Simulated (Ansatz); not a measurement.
**Energy of MgO along an even scaling of the cell**

System: MgO (F-43m, 2 atoms in the cell).
Method: Kohn-Sham DFT of a periodic cell, PBE, Ansatz NC, no spin polarisation (Ansatz 0.2.0).

The 6 runs differ only in the geometry, by an even scaling of the cell at fixed fractional positions. The structure was built on a prototype by a generator; it need not be a known phase.

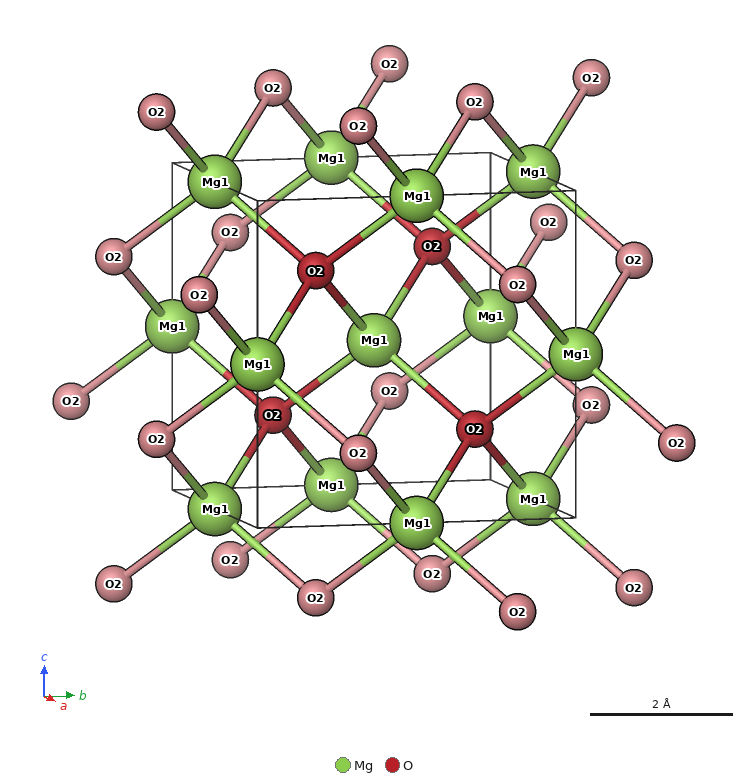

Figure 1. The structure of run 4 (ball-and-stick view of the cell 4 times as large as that of the calculation, set on its symmetry axes, seen slightly off an axis; neighbours outside the cell are drawn fainter; atoms are numbered from 1 in the order of the input).

### Input of run 4
```yaml
crystal:
  lattice:
    - [0.0, 2.3214330279, 2.3214330279]
    - [2.3214330279, 0.0, 2.3214330279]
    - [2.3214330279, 2.3214330279, 0.0]
  atoms:
    - { symbol: Mg, position: [0.5, 0.5, 0.5] }
    - { symbol: O, position: [0.75, 0.75, 0.75] }
hamiltonian:
  xc: pbe
  pseudopotentials: { kind: nc }
kpoints:
  mp_grid: { grid: [10, 10, 10] }
scf:
  occupations: { method: fermi_dirac, width: 0.05 }
output:
  forces: true
  stress: true
  eigenvalues: true
```

Command:
```bash
ansatz run input.yaml --threads 2 --pin off --max-ram 5632MiB --backend cpu --events-out ev --progress --plain --runs-dir out
```

Run 3 differs from it as follows:
```diff
-    - [0.0, 2.3214330279, 2.3214330279]
-    - [2.3214330279, 0.0, 2.3214330279]
-    - [2.3214330279, 2.3214330279, 0.0]
+    - [0.0, 2.30616, 2.30616]
+    - [2.30616, 0.0, 2.30616]
+    - [2.30616, 2.30616, 0.0]
```

### Results, with one run withheld

```csv
run,volume per atom (Å³),"free energy per atom, from the lowest run given (meV)",pressure (GPa),gap on the mesh (eV)
1,11.774,6.28,5.17,3.71
2,12.020,0.44,2.51,3.59
3,12.265,?,?,?
4,12.510,0.00,−2.07,3.37
5,12.756,4.70,−4.03,3.27
6,13.001,12.26,−5.81,3.17
```

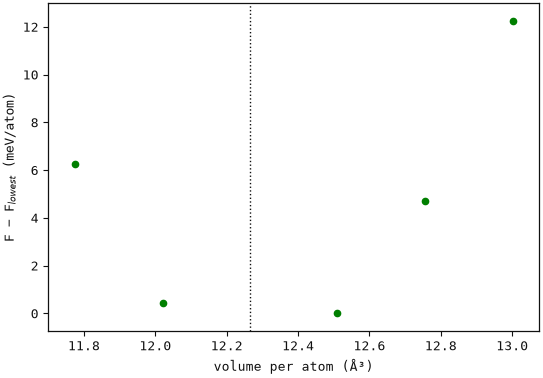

Figure 2. Free energy per atom of the runs given; the dotted line marks run 3.

What should run 3 give?

A cubic polynomial in V^(−2/3) (the Birch–Murnaghan form), fitted to the 5 runs given, misses them by under 0.01 meV per atom. With x = V^(−2/3) − 0.18668 Å⁻², it reads F = −1.1077 − 681.51 x + 2.7742e+05 x² − 70051 x³ (meV per atom). At run 3 it gives −1.52 meV per atom, and the run itself gives −1.53. The slope of the fit gives a pressure −dF/dV of 0.11 GPa there, and the run prints 0.10 GPa. The fit has its minimum at 12.277 Å³ per atom, where V d²F/dV² gives 114 GPa: the bulk modulus at this level, since symmetry fixes the shape and the positions. The gap on the mesh goes, without turning, from 3.71 eV in run 1 to 3.17 eV in run 6; run 3 has 3.48 eV. These are gaps of this functional on this mesh, which can miss the band edges; they aren't the measured gap.

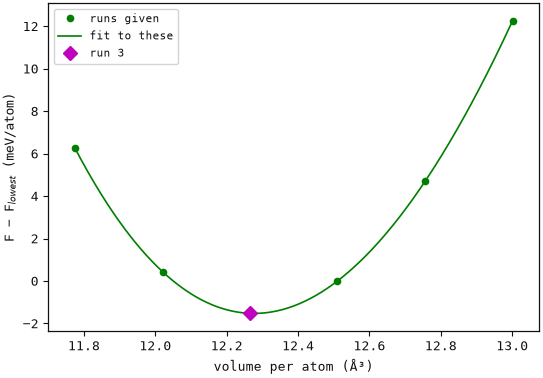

Figure 3. The fit and the withheld run.

### Output, shortened to warnings, some set-up lines, iterations and results (run 3)
```
Basis set: ecut = 1240 eV, 2421 PW (Γ), exchange–correlation on 80×80×80 points (8 copies of the dense FFT grid, shifted against one another)
Symmetry: 24 space group operations
k-points: 47 of 1000 (time reversal used)
Initial density: superposition of atomic densities (chi_scale 0.1, normalization cell, long waves kept (reshape's long-wave potential 0.00 eV rms))
[...]
SCF iter   1: F=—  HF=-2083.662388 eV  |F-HF|=—  |Δ(HF+E_count)|=         —  Δρ=8.77e-2  dr2=1.20e0  ethr=3.10e-3  ⟨swp⟩=6.1  Hψ=3953  notcnv=0
SCF iter   2: F=—  HF=-2083.222907 eV  |F-HF|=—  |Δ(HF+E_count)|=   4.39e-1  Δρ=3.67e-2  dr2=1.74e-1  ethr=3.10e-3  ⟨swp⟩=3.0  Hψ=1729  notcnv=0
SCF iter   3: F=—  HF=-2083.206483 eV  |F-HF|=—  |Δ(HF+E_count)|=   1.64e-2  Δρ=2.19e-2  dr2=1.01e-1  ethr=1.09e-3  ⟨swp⟩=4.0  Hψ=1267  notcnv=0
SCF iter   4: F=—  HF=-2083.185375 eV  |F-HF|=—  |Δ(HF+E_count)|=   2.11e-2  Δρ=6.43e-3  dr2=2.73e-3  ethr=6.32e-4  ⟨swp⟩=2.0  Hψ=938  notcnv=0
SCF iter   5: F=—  HF=-2083.186124 eV  |F-HF|=—  |Δ(HF+E_count)|=   7.49e-4  Δρ=4.18e-4  dr2=1.51e-5  ethr=1.71e-5  ⟨swp⟩=2.5  Hψ=1138  notcnv=0
SCF iter   6: F=—  HF=-2083.185997 eV  |F-HF|=—  |Δ(HF+E_count)|=   1.26e-4  Δρ=8.09e-5  dr2=6.48e-7  ethr=9.44e-8  ⟨swp⟩=2.1  Hψ=799  notcnv=0
SCF iter   7: F=-2083.185999 eV  HF=-2083.185999 eV  |F-HF|=2.53e-9  |Δ(HF+E_count)|=   1.13e-6  Δρ=1.01e-5  dr2=2.22e-8  ethr=6.25e-10  ⟨swp⟩=6.7  Hψ=2880  notcnv=0
SCF 1 converged in 7 iterations: F = -2083.185999 eV  dr2 = 2.22e-8
SCF converged after 7 iterations
Free energy (F): -2083.185999 eV
Harris-Foulkes:  -2083.185999 eV  (|F-HF|=2.53e-9)
Internal energy: -2083.185999 eV  (E = F + TS)
E sigma→0 (E₀):  -2083.185999 eV
Fermi energy:    6.173114 eV
--- Per-component energies (eV) ---
  E_band       = -342.249379
  E_kinetic    = 1246.521998
  E_local      = -1949.057826  (includes V_loc(G=0)·N_el)
  E_nonlocal   = -595.684604
  E_hartree    = 684.803719
  E_xc         = -346.204132
  E_vxc        = -413.637375  (∫ρ·V_xc dr)
  E_ewald      = -1123.565155
  E_smearing   = -0.000000  (= −TS)
  E_closure    = -0.000000  (closes the sum)
  Σ components = -2083.185999   (vs F -2083.185999, Δ=0.00e0)
--- Forces (eV/Å), atoms counted from 1 ---
  atom   1  Mg     0.00000000    -0.00000000    -0.00000000
  atom   2  O     -0.00000000     0.00000000    -0.00000000
  max |Σ_I F_I| component: 3.12e-16 eV/Å
--- Stress (GPa, compression-positive) ---
        0.104369      -0.000000      -0.000000
        0.000000       0.104369       0.000000
       -0.000000       0.000000       0.104369
  P = ⅓ Tr σ = 0.1044 GPa (1.044 kbar)
```
